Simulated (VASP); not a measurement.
```
Ca H
1.0
    -6.04350   -3.65262    0.00000
     6.04350   -3.65262    0.00000
     0.00000    0.00000    6.91152
Ca H
8 15
Direct
  0.25154 0.50573 0.14118
  0.01141 0.24738 0.58967
  0.02530 0.76238 0.39732
  0.71882 0.49814 0.89665
  0.73860 0.96339 0.15496
  0.49322 0.78756 0.60916
  0.52218 0.26408 0.37987
  0.20889 0.97005 0.90061
  0.94283 0.12479 0.95099
  0.93788 0.73139 0.11092
  0.78339 0.39916 0.62135
  0.85052 0.82452 0.72689
  0.82055 0.31926 0.27913
  0.16963 0.53625 0.77683
  0.19791 0.17160 0.30028
  0.59719 0.03608 0.39064
  0.50670 0.73175 0.95244
  0.40407 0.34712 0.07819
  0.34199 0.01438 0.57623
  0.45287 0.36474 0.68040
  0.34207 0.85663 0.20904
  0.60736 0.17227 0.79496
  0.65258 0.62313 0.39697
```

Not relaxed (largest force 1.8 eV/Å).

Method: Kohn-Sham DFT of a periodic cell, PBEsol, VASP PAW PBE potentials, recommended (VASP).

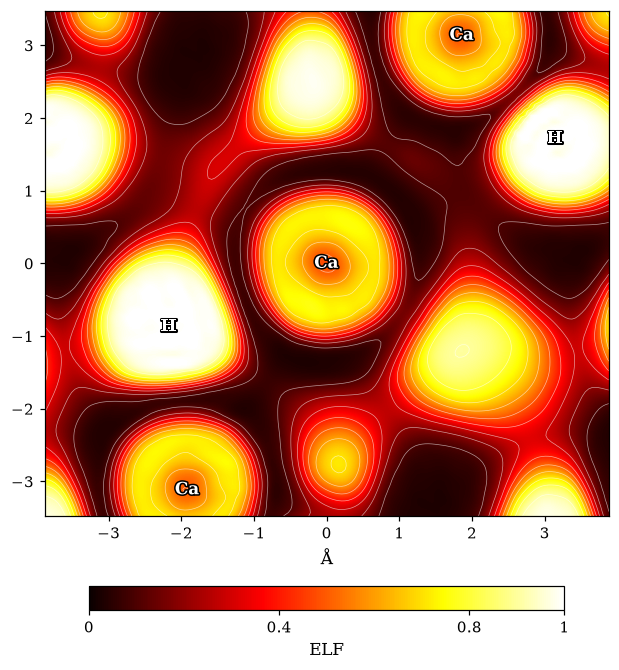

Ca8H15 (cell charge −1, with a compensating background) (cell with a defect). Electron localisation function on the (001) plane of the calculation cell.

In a PAW calculation such maps are meaningful between the atoms, not at the nuclei.

> What does the map show?

Atoms in the plane: Ca and H.
Ca–H (1.92 Å): the ELF climbs to about 1 towards the hydrogen.
The features right at Ca lie inside the PAW spheres, where the map follows smoothed inner orbitals and isn't to be read closely.
